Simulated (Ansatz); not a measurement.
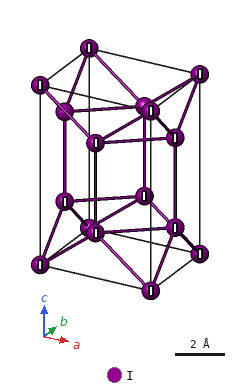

This is the input geometry for a relaxation of a crystal of I (built on the K_65 type). Style: ball-and-stick. Shown: the cell of the calculation, slightly off an axis.

Case: K type (Cmmm, No. 65).

These are results of DFT PBE, scalar-relativistic, plane waves, PAW (Ansatz), not measurements.

Input file:
```yaml
crystal:
  lattice:
    - [3.3787246879, -5.0429816741, 0.0]
    - [3.3787246879, 5.0429816741, 0.0]
    - [0.0, 0.0, 7.6384192012]
  atoms:
    - { symbol: I, position: [0.5, 0.0, 0.25] }
    - { symbol: I, position: [0.0, 0.5, 0.75] }
    - { symbol: I, position: [0.0, 0.5, 0.25] }
    - { symbol: I, position: [0.5, 0.0, 0.75] }
    - { symbol: I, position: [0.0, 0.0, 0.0] }
basis:
  ecutwfc: 420
kpoints:
  mp_grid: { grid: [8, 8, 6] }
hamiltonian:
  xc: pbe
scf:
  occupations: { method: gaussian, width: 0.1 }
output:
  forces: true
  stress: true
  eigenvalues: true
relax:
  adjacent_minimum: "off"
  f_tol: 0.01
  max_steps: 80
  cell: { stress_tol: 0.05 }
```

> Where does the relaxation end?

The energy falls by 147 meV per atom in 12 accepted moves (15 points after the start). The largest force component goes from 0.11 to under 0.0001 eV/Å. Pressure: −1.09 GPa at the start and 0.00 GPa at the end. The line search rejected the trial step at point 10 of the run. At 2 points the geometry stayed and the basis and grid were re-selected for the new cell (energy shift of 0.7 meV per atom at most each time). The largest moves relative to the cell, 0.50 Å, are those of I1, I2, I3 and I4. I2 goes along −c. The drawn cell changes as follows: a = b 6.070 → 5.392 Å (−11.2 %), c 7.638 → 8.815 Å (+15.4 %), γ 112.4° → 111.2°; the volume changes by −8.2 %. Some distances before and after: I1–I4 3.819 → 5.401 Å, I1–I4 (another image) 3.819 → 3.414 Å, I1–I3 3.379 → 3.047 Å, I1–I5 3.586 → 3.816 Å. The space group stays Cmmm (No. 65).

History of the run:

```csv
step,"E − E(0), meV/atom","largest force component, eV/Å","pressure, GPa","volume, Å³/atom",note
0,0.00,0.1066,-1.09,52.060,
1,-60.68,0.1507,-0.39,50.201,
2,-107.03,0.1412,0.50,49.489,
3,-117.81,0.0518,0.11,51.556,
4,-121.99,0.0513,0.06,52.122,
5,-130.84,0.0788,0.05,52.378,
6,-137.42,0.0102,-0.33,52.217,
7,-143.11,0.0042,-0.10,49.902,
8,-145.71,0.0023,-0.16,47.635,
9,-146.26,0.0061,0.00,47.709,
10,-146.16,0.0172,-0.01,47.715,rejected
11,-146.28,0.0002,0.00,47.688,
12,-146.99,0.0003,0.05,47.688,"same geometry, new basis"
13,-147.18,0.0002,0.01,47.722,
14,-147.18,0.0000,0.00,47.793,
15,-147.19,0.0000,0.00,47.793,"same geometry, new basis"
```

Final geometry:

```
I
1.0
     3.04676   -4.44879    0.00000
     3.04676    4.44879    0.00000
     0.00000    0.00000    8.81507
I
5
Direct
  0.50000 0.00000 0.30633
  0.00000 0.50000 0.69367
  0.00000 0.50000 0.30633
  0.50000 0.00000 0.69367
  0.00000 0.00000 0.00000
```

After the run, drawn alike:

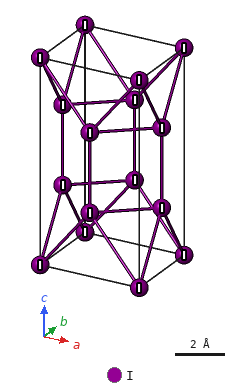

Limits of the set-up: an odd number of electrons was run without spin polarisation, which fails if the electron would localise.
